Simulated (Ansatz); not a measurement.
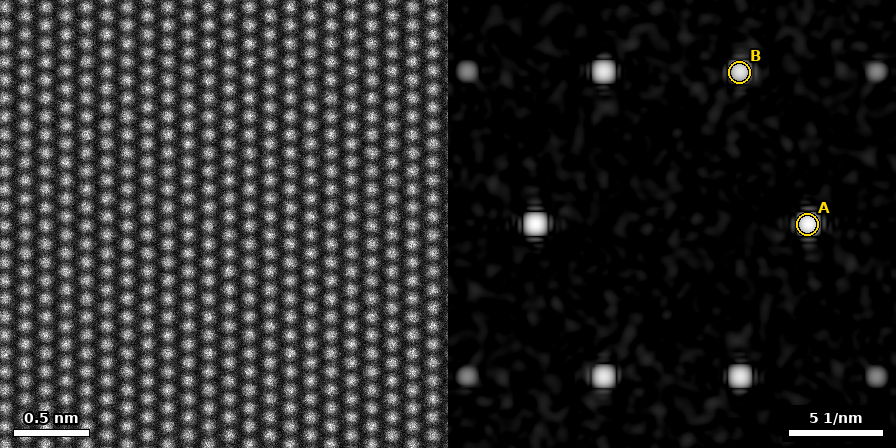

Dark-field STEM-like image of Rh (Fd-3m, No. 227) along [210]. The image is simulated as a sum over atoms of Z^1.6, blurred by a 0.71 Å probe (no channelling). The probe carries 25 % of its weight in a tail 2.5 times as wide. Shot noise was added. Model: the end point of a relaxation with Ansatz, DFT r2SCAN, scalar-relativistic, plane waves, PAW; the starting structure was generated, so it need not be a known form of this composition.

The right panel is the modulus of the image's Fourier transform on a logarithmic scale.

a = 5.460 Å, b = 5.460 Å, c = 5.460 Å, α = 90.00°, β = 90.00°, γ = 90.00°

Index the marked spots and give their plane spacings (the zone axis points at the viewer; indices equivalent by symmetry, or all signs reversed, are as good).

A: (004), d = 1.36 Å; B: (2 -4 2), d = 1.11 Å. A and B enclose 66°, and every spot obeys the zone law hu + kv + lw = 0 for [210].
